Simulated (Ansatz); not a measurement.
# Moving the knobs of a GW run on AlN (P6_3mc)

Aim: change settings of a G0W0 run on AlN (P6_3mc) and see what moves.

Program: Ansatz 0.2.0. Level of theory: G0W0 on PBE, plane waves, PAW. Results are calculated unless marked as measured.

The database entry behind the starting cell differs from later determinations by our own check (inner coordinate u about 0.002 short), so it need not match the best structure at ambient conditions.

### Step 1. Starting point

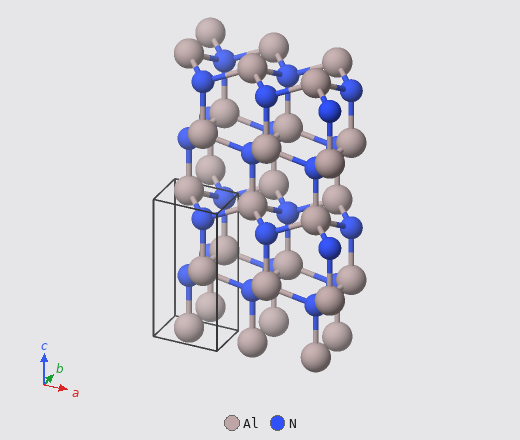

The cell as given, slightly off an axis (aluminium light grey, nitrogen blue). 3×2×2 cells are drawn. Some periodic images of atoms are drawn too.

The cell and positions come from the Crystallography Open Database and are kept as given unless a step says otherwise. The default PAW set here is soft_1. Its files were made with PBE.

### Step 2. The base run: 6×6×2 mesh, 124 empty bands, screening to 120 eV

G0W0 replaces the xc potential by the self-energy, built once from these orbitals. Only a window of levels is corrected, while the sums run over the empty bands that the input names.

input.yaml reads:

```yaml
crystal:
  lattice:
    - [3.113, 0.0, 0.0]
    - [-1.5565, 2.695937082, 0.0]
    - [0.0, 0.0, 4.981]
  atoms:
    - { symbol: Al, position: [0.3333333333, 0.6666666667, 0.0] }
    - { symbol: Al, position: [0.6666666667, 0.3333333333, 0.5] }
    - { symbol: "N", position: [0.3333333333, 0.6666666667, 0.38] }
    - { symbol: "N", position: [0.6666666667, 0.3333333333, 0.88] }
kpoints:
  mp_grid: { grid: [6, 6, 2] }
hamiltonian:
  xc: pbe
  pseudopotentials: { kind: paw, azcp: { folder: "./paw" } }
scf:
  occupations: { method: fixed }
gw:
  n_empty_bands: 124
  ecut_chi: 120
  qp_bands: [v2, c2]
  qp_kpoints: band_edges
  screening: { model: contour_deformation }
```

Run with:

```console
ansatz run input.yaml --threads 3 --pin off --max-ram 92160MiB --backend cuda --events-out ev --progress --plain --runs-dir out --devices 1 --max-vram 13GiB
```

Numbers of over 12 decimals in the logs are rounded to 6 here.

Output:

```text
GPUs: using 1 of 1 available (devices: 1).
Engine: ansatz 0.2.0, x86_64-unknown-linux-gnu
Pseudopotentials: kind: paw
Pseudopotential: Al, paw, valence charge 3, recommended cutoff 420 eV (normal), <dir>
Pseudopotential: N, paw, valence charge 5, recommended cutoff 420 eV (normal), <dir>
Functional definition: PBE
  parameter kappa = 0.804
  parameter beta = 0.066725
  exchange = pbe_x(kappa = kappa, mu = beta*pi^2/3)
  correlation = pbe_c(beta = beta)
device memory: the entry about to start is reckoned to put 0.8 GiB on a device that reports 70.9 GiB free (of which the cap on the GPU budget leaves the run 13.0 GiB)
GPU FFT provider: cuFFT
GPU libraries: cuBLAS 13.8.2, cuFFT 12.4.0, cuSOLVER 12.3.4
Crystal: 4 atoms, lattice volume = 41.803 Å³
Basis set: ecut = 420 eV, 809 PW (Γ)
Bands: 12, of which v1, the nominal top of the filled ones, is band 8 counted from 1 (7 counted from 0)
Symmetry: 12 space group operations
Space group: P63mc (ITA 186), of the structure as read, at distance tolerance 3.5e-5 Å
k-points: 14 of 72
Non-local potential: Al, projectors of the file, l = 0: 2, l = 1: 2, l = 2: 1
Non-local potential: N, projectors of the file, l = 0: 2, l = 1: 2, l = 2: 1
PAW form: soft (Blöchl's): semilocal exchange-correlation on the pseudo side does not see the compensation charge
PAW one-centre angular grid: Al, 110 points (default); XC on 64 Gauss nodes
PAW one-centre angular grid: N, 110 points (default); XC on 64 Gauss nodes
Initial density: superposition of atomic densities (chi_scale 0.1, normalization cell, long waves kept (reshape's long-wave potential 0.00 eV rms))
Initial wavefunctions: pseudopotential atomic-orbital guess
GPU buffer pool allocated for 20736 grid points (all kernels)
GPU transforms: local potential and band sums: pruned to the plane-wave sphere, on 24×24×36
Functional: x = pbe(κ = 0.804, μ = 0.219515), c = pbe(β = 0.066725)
SCF iter   1: F=—  HF=-1851.407074 eV  |F-HF|=—  |Δ(HF+E_count)|=         —  Δρ=1.39e-1  dr2=9.83e0  ethr=3.10e-3  ⟨swp⟩=4.9  Hψ=895  notcnv=0  defer=10
preconditioner: auto → none  [insulator: Δε(μ)=5.473 eV  Ē_g=14.255 eV  n_scr=2 (ndim 8)  ℏωp=23.0 eV  f_vac=0.000  ε∞_Penn≈3.6]
SCF iter   2: F=—  HF=-1848.927994 eV  |F-HF|=—  |Δ(HF+E_count)|=    2.48e0  Δρ=7.66e-2  dr2=1.45e0  ethr=3.10e-3  ⟨swp⟩=3.1  Hψ=514  notcnv=0  defer=25
SCF iter   3: F=—  HF=-1848.520487 eV  |F-HF|=—  |Δ(HF+E_count)|=   4.08e-1  Δρ=2.33e-2  dr2=1.15e-1  ethr=3.10e-3  ⟨swp⟩=2.2  Hψ=390  notcnv=0  defer=26
SCF iter   4: F=—  HF=-1848.508182 eV  |F-HF|=—  |Δ(HF+E_count)|=   1.23e-2  Δρ=1.37e-3  dr2=4.07e-4  ethr=7.17e-4  ⟨swp⟩=2.0  Hψ=204  notcnv=0  defer=28
SCF iter   5: F=—  HF=-1848.508043 eV  |F-HF|=—  |Δ(HF+E_count)|=   1.38e-4  Δρ=3.67e-4  dr2=1.40e-5  ethr=2.54e-6  ⟨swp⟩=2.0  Hψ=266  notcnv=0  defer=28
[...]
E sigma→0 (E₀):  -1848.508049 eV
Fermi energy:    7.112221 eV
--- Per-component energies (eV) ---
  E_band       = 30.288186
  E_kinetic    = 313.411556
  E_local      = -420.944567  (includes V_loc(G=0)·N_el)
  E_nonlocal   = 89.103105
  E_hartree    = 155.481626
  E_xc         = -198.149517
  E_vxc        = -214.038368  (∫ρ·V_xc dr)
  E_paw        = -1195.748764  (= ΣΔE_a)
  E_vpaw       = -48.208844  (= ΣTr[D̂ρ^β])
  E_aug_tail   = 0.001782  (compensation charges beyond the density's cutoff)
  E_ewald      = -591.663270
  E_smearing   = -0.000000  (= −TS)
  E_closure    = 0.000000  (closes the sum)
  Σ components = -1848.508049   (vs F -1848.508049, Δ=0.00e0)
--- Band table (eV; the first three rows and the last of 14) ---
  k-point 0: bands = [... 4 lower, 6.2845, 6.9330, 6.9330, 7.1122, 11.3259, 13.7812, 17.7272, 18.2821]
  k-point 1: bands = [... 4 lower, 6.5991, 6.5991, 6.5991, 6.5991, 13.5799, 13.5799, 17.4643, 17.4643]
  k-point 2: bands = [... 4 lower, 5.6450, 5.8936, 6.8545, 6.9420, 12.6096, 14.8408, 16.2977, 16.9064]
  k-point 13: bands = [... 4 lower, 3.2960, 3.2960, 6.3356, 6.3356, 14.5445, 14.5445, 14.9798, 14.9798]
--- G₀W₀: contour deformation, 6 samples at zero and on the imaginary axis and 1 off it, 72 q-points, 124 empty bands' worth ---
  eigenvalues of the whole cell's RPA ε∞ on this k-mesh (on a slab, of 1 + 4πα/V) = 4.2368, 4.2368, 4.3936; static W/v taken at q = 0 is 0.231158
  gw.qp_kpoints: band_edges: 12 of 14 stored k-points solved, in 1 pass; an edge of the gap read off the rows below is read off those points alone
    valence top: of the k-points left out ik 8 came nearest to being solved in a further pass, in band 8 (counted from 1, as in the quasiparticle table): it holds the edge there only if its correction is more favourable than any solved in that band by at least 0.587 eV; those differ by 0.268 eV
    conduction bottom: of the k-points left out ik 9 came nearest to being solved in a further pass, in band 9 (counted from 1, as in the quasiparticle table): it holds the edge there only if its correction is more favourable than any solved in that band by at least 2.202 eV; those differ by 0.463 eV
    ik  band        ε_KS         Σx   Σc(E_QP)       V_xc       Z   E_QP_lin       E_QP  E_QP is
     0     7      6.9330   -21.6975     3.2066   -17.6723  0.7829     6.1082     6.1144  root
     0     8      7.1122   -21.8832     3.2634   -17.8131  0.7813     6.2995     6.3056  root
     0     9     11.3259    -9.7611    -3.8960   -14.4587  0.8165    12.1319    12.1275  root
     0    10     13.7812    -7.9534    -4.3815   -13.2049  0.8233    14.6571    14.6512  root
     1     7      6.5991   -21.7090     3.3138   -17.5255  0.7813     5.7221     5.7294  root
     1     8      6.5991   -21.7090     3.3138   -17.5255  0.7813     5.7221     5.7294  root
     1     9     13.5799    -9.3836    -4.3091   -14.6350  0.8089    14.5295    14.5221  root
     1    10     13.5799    -9.3836    -4.3091   -14.6350  0.8089    14.5295    14.5221  root
[...]
13     7      6.3356   -21.7932     3.4158   -17.4711  0.7787     5.4210     5.4294  root
    13     8      6.3356   -21.7932     3.4158   -17.4711  0.7787     5.4210     5.4294  root
    13     9     14.5445    -6.8382    -4.5613   -12.2058  0.8053    15.3572    15.3507  root
    13    10     14.5445    -6.8382    -4.5613   -12.2058  0.8053    15.3572    15.3507  root
[key lines of the parts left out:]
SCF converged after 7 iterations
Free energy (F): -1848.508049 eV
```

Wall time 23 s (1 × NVIDIA H100 80GB HBM3 (shared by 6 runs) with 3 threads of AMD EPYC 7R13 (Zen 3), shared host); peak memory 1 GiB; 6.3 s of CPU time.

Reading the cycles: dr2 is the Hartree energy of the density residual (eV), the measure of convergence; HF is the Harris–Foulkes estimate of the energy, which meets the free energy F at convergence.

This step gave:

```
bands summed                                 : 132
RPA ε∞ on this mesh (eigenvalues)            : 4.237, 4.237, 4.394
plane waves in the screening matrix          : 135
q-points in the mesh                         : 72
G0W0 gap on the mesh                         : 5.822 eV
k of the valence top                         : 0, 0, 0
k of the conduction bottom                   : 0, 0, 0
starting gap on the mesh                     : 4.214 eV
Z at the valence top                         : 0.7813
Z at the conduction bottom                   : 0.8165
least direct G0W0 gap on the computed points : 5.822 eV
```

The gap on the mesh goes from 4.21 eV to 5.82 eV, a correction of +1.61 eV. Between the two edge states, bare exchange in place of the xc potential would open the gap by 8.77 eV, and correlation takes back 7.16 eV.

### Step 3. Variant: plasmon pole at a typed frequency

input.yaml, as its differences from that of step 2:

```diff
@@ -18,6 +18,7 @@
 gw:
-  n_empty_bands: 124
-  ecut_chi: 120
+  n_empty_bands: 94
+  ecut_chi: 100
   qp_bands: [v2, c2]
   qp_kpoints: band_edges
-  screening: { model: contour_deformation }
+  screening: { model: godby_needs }
+  plasmon_pole_fit_frequency: 15
```

Output:

```text
GPUs: using 1 of 1 available (devices: 1).
[...]
GPU FFT provider: cuFFT
GPU libraries: cuBLAS 13.8.2, cuFFT 12.4.0, cuSOLVER 12.3.4
Crystal: 4 atoms, lattice volume = 41.803 Å³
Basis set: ecut = 420 eV, 809 PW (Γ)
Bands: 12, of which v1, the nominal top of the filled ones, is band 8 counted from 1 (7 counted from 0)
[... 1 set-up line as in the run before ...]
[...]
k-points: 14 of 72
[...]
GPU buffer pool allocated for 20736 grid points (all kernels)
[...]
SCF iter   1: F=—  HF=-1851.407074 eV  |F-HF|=—  |Δ(HF+E_count)|=         —  Δρ=1.39e-1  dr2=9.83e0  ethr=3.10e-3  ⟨swp⟩=4.9  Hψ=895  notcnv=0  defer=10
[...]
SCF iter   7: F=-1848.508049 eV  HF=-1848.508049 eV  |F-HF|=1.82e-9  |Δ(HF+E_count)|=   6.78e-8  Δρ=2.83e-6  dr2=1.85e-9  ethr=6.25e-10  ⟨swp⟩=4.1  Hψ=727  notcnv=0
SCF 1 converged in 7 iterations: F = -1848.508049 eV  dr2 = 1.85e-9
[...]
NSCF: frozen V_eff on 14 k-points
[...]
G₀W₀ screening: q 1/14
[... further progress lines ...]
SCF converged after 7 iterations
Free energy (F): -1848.508049 eV
[...]
Internal energy: -1848.508049 eV  (E = F + TS)
E sigma→0 (E₀):  -1848.508049 eV
Fermi energy:    7.112221 eV
[...]
--- Band table (eV; the first three rows and the last of 14) ---
  k-point 0: bands = [... 4 lower, 6.2845, 6.9330, 6.9330, 7.1122, 11.3259, 13.7812, 17.7272, 18.2821]
  k-point 1: bands = [... 4 lower, 6.5991, 6.5991, 6.5991, 6.5991, 13.5799, 13.5799, 17.4643, 17.4643]
  k-point 2: bands = [... 4 lower, 5.6450, 5.8936, 6.8545, 6.9420, 12.6096, 14.8408, 16.2977, 16.9064]
  k-point 13: bands = [... 4 lower, 3.2960, 3.2960, 6.3356, 6.3356, 14.5445, 14.5445, 14.9798, 14.9798]
--- G₀W₀: ω_p = 15.0000 eV, 72 q-points, 94 empty bands' worth ---
[...]
GN-PPA: 258434/652045 pairs with Re ω̃² < 0 across q-mesh
  bands read: the sum over 102 bands ends inside a degenerate multiplet in 1 slot, whose members it reads at an even weight; the widest, k=0: bands 102 to 103 (counted from 1) at 1/2 each
[...]
0     7      6.9330   -21.6975     3.4159   -17.6723  0.7847     6.3212     6.3237  root
     0     8      7.1122   -21.8832     3.4733   -17.8131  0.7833     6.5131     6.5155  root
     0     9     11.3259    -9.7611    -3.8036   -14.4587  0.8162    12.2241    12.2199  root
     0    10     13.7812    -7.9534    -4.2872   -13.2049  0.8237    14.7510    14.7454  root
     1     7      6.5991   -21.7090     3.5184   -17.5255  0.7836     5.9309     5.9340  root
     1     8      6.5991   -21.7090     3.5184   -17.5255  0.7836     5.9309     5.9340  root
     1     9     13.5799    -9.3836    -4.1958   -14.6350  0.8103    14.6423    14.6354  root
     1    10     13.5799    -9.3836    -4.1958   -14.6350  0.8103    14.6423    14.6354  root
[...]
13     7      6.3356   -21.7932     3.6158   -17.4711  0.7818     5.6257     5.6294  root
    13     8      6.3356   -21.7932     3.6158   -17.4711  0.7818     5.6257     5.6294  root
    13     9     14.5445    -6.8382    -4.4241   -12.2058  0.8094    15.4940    15.4879  root
    13    10     14.5445    -6.8382    -4.4241   -12.2058  0.8094    15.4940    15.4879  root
```

Run time: 20 s. Hardware: 1 × NVIDIA H100 80GB HBM3 (shared by 6 runs) with 3 threads; peak memory 1 GiB.

The G0W0 gap on the mesh is 5.704 eV.

Against the base:

| setting | base | variant |
| --- | --- | --- |
| empty bands | 124 | 94 |
| screening cutoff (eV) | 120 | 100 |
| frequency model | contour deformation | plasmon pole |
| plasmon pole fit frequency | - | 15 |

```csv
quantity,variant,base
starting gap on the mesh,4.214,4.214
G0W0 gap on the mesh,5.704,5.822
least direct G0W0 gap on the computed points,5.704,5.822
Z at the valence top,0.783,0.781
Z at the conduction bottom,0.816,0.816
```

### Step 4. Variant: guard bands

input.yaml, as its differences from that of step 3:

```diff
@@ -18,7 +18,7 @@
 gw:
-  n_empty_bands: 94
-  ecut_chi: 100
+  n_empty_bands: 67
+  ecut_chi: 80
   qp_bands: [v2, c2]
   qp_kpoints: band_edges
-  screening: { model: godby_needs }
-  plasmon_pole_fit_frequency: 15
+  screening: { model: contour_deformation }
+  n_guard_bands: 0
```

Output:

```text
GPUs: using 1 of 1 available (devices: 1).
[...]
GPU FFT provider: cuFFT
GPU libraries: cuBLAS 13.8.2, cuFFT 12.4.0, cuSOLVER 12.3.4
Crystal: 4 atoms, lattice volume = 41.803 Å³
Basis set: ecut = 420 eV, 809 PW (Γ)
Bands: 12, of which v1, the nominal top of the filled ones, is band 8 counted from 1 (7 counted from 0)
[... 1 set-up line as in the run before ...]
[...]
k-points: 14 of 72
[...]
GPU buffer pool allocated for 20736 grid points (all kernels)
[...]
SCF iter   1: F=—  HF=-1851.407074 eV  |F-HF|=—  |Δ(HF+E_count)|=         —  Δρ=1.39e-1  dr2=9.83e0  ethr=3.10e-3  ⟨swp⟩=4.9  Hψ=895  notcnv=0  defer=10
[...]
SCF iter   7: F=-1848.508049 eV  HF=-1848.508049 eV  |F-HF|=1.82e-9  |Δ(HF+E_count)|=   6.78e-8  Δρ=2.83e-6  dr2=1.85e-9  ethr=6.25e-10  ⟨swp⟩=4.1  Hψ=727  notcnv=0
SCF 1 converged in 7 iterations: F = -1848.508049 eV  dr2 = 1.85e-9
[...]
G₀W₀ screening: q 1/14
[... further progress lines ...]
SCF converged after 7 iterations
Free energy (F): -1848.508049 eV
[...]
Internal energy: -1848.508049 eV  (E = F + TS)
E sigma→0 (E₀):  -1848.508049 eV
Fermi energy:    7.112221 eV
[...]
--- Band table (eV; the first three rows and the last of 14) ---
  k-point 0: bands = [... 4 lower, 6.2845, 6.9330, 6.9330, 7.1122, 11.3259, 13.7812, 17.7272, 18.2821]
  k-point 1: bands = [... 4 lower, 6.5991, 6.5991, 6.5991, 6.5991, 13.5799, 13.5799, 17.4643, 17.4643]
  k-point 2: bands = [... 4 lower, 5.6450, 5.8936, 6.8545, 6.9420, 12.6096, 14.8408, 16.2977, 16.9064]
  k-point 13: bands = [... 4 lower, 3.2960, 3.2960, 6.3356, 6.3356, 14.5445, 14.5445, 14.9798, 14.9798]
[...]
0     7      6.9330   -21.6975     3.4777   -17.6723  0.7865     6.3828     6.3855  root
     0     8      7.1122   -21.8832     3.5338   -17.8131  0.7851     6.5733     6.5759  root
     0     9     11.3259    -9.7611    -3.7843   -14.4587  0.8195    12.2451    12.2393  root
     0    10     13.7812    -7.9534    -4.2651   -13.2049  0.8247    14.7752    14.7675  root
     1     7      6.5991   -21.7090     3.5749   -17.5255  0.7848     5.9870     5.9905  root
     1     8      6.5991   -21.7090     3.5749   -17.5255  0.7848     5.9870     5.9905  root
     1     9     13.5799    -9.3836    -4.1558   -14.6350  0.8115    14.6856    14.6754  root
     1    10     13.5799    -9.3836    -4.1558   -14.6350  0.8115    14.6856    14.6754  root
[...]
13     7      6.3356   -21.7932     3.6667   -17.4711  0.7822     5.6760     5.6803  root
    13     8      6.3356   -21.7932     3.6667   -17.4711  0.7822     5.6760     5.6803  root
    13     9     14.5445    -6.8382    -4.3937   -12.2058  0.8066    15.5280    15.5183  root
    13    10     14.5445    -6.8382    -4.3937   -12.2058  0.8066    15.5280    15.5183  root
```

Run time: 17 s. Hardware: 1 × NVIDIA H100 80GB HBM3 (shared by 6 runs) with 3 threads; peak memory 0.98 GiB.

The G0W0 gap on the mesh is 5.663 eV.

Against the base:

```
              setting  base  variant
          empty bands   124       67
screening cutoff (eV)   120       80
        n guard bands     -        0
```

```csv
quantity,variant,base
starting gap on the mesh,4.214,4.214
G0W0 gap on the mesh,5.663,5.822
least direct G0W0 gap on the computed points,5.663,5.822
Z at the valence top,0.785,0.781
Z at the conduction bottom,0.820,0.816
```

### Step 5. Results

| Property | Result |
| --- | --- |
| base | 5.82 eV, 23 s |
| plasmon pole at a typed frequency | 5.70 eV, 20 s |
| guard bands | 5.66 eV, 17 s |

In words: Plasmon pole at a typed frequency: the gap moves by −0.12 eV. The variant differs from the base in empty bands, screening cutoff, frequency model and plasmon pole fit frequency together, so the change can't be laid to one of them. Guard bands: the gap moves by −0.16 eV. The variant differs from the base in empty bands, screening cutoff and n guard bands together, so the change can't be laid to one of them. All runs here use a coarse mesh and modest cutoffs; they test settings and are not final values. The 6×6×2 mesh is coarse for this cell (its supercell is 10 Å along the shortest edge). The RPA ε∞ on it, from the PBE start, is 4.24 and 4.39; such meshes misread the long-range screening, most where the gap is narrow.

[Paths, hosts, dates, memory and timing lines, banners, echoed tables and standing remarks are left out of the program output.]

[Logs are printed without paths, hosts, clocks, repeated set-up lines and the standing remarks that a program may print on its own settings, such as how far it seeks lower states.]

[Runs of the session that timed out or met a known fault of the program may be left out.]

[Cells called generated may have been cut or substituted from an entry of the Crystallography Open Database or the Materials Project.]

[Hosts, paths, dates, database ids (printed as entryN), source tags and the programs' standing remarks are cut or masked in the printed files.]
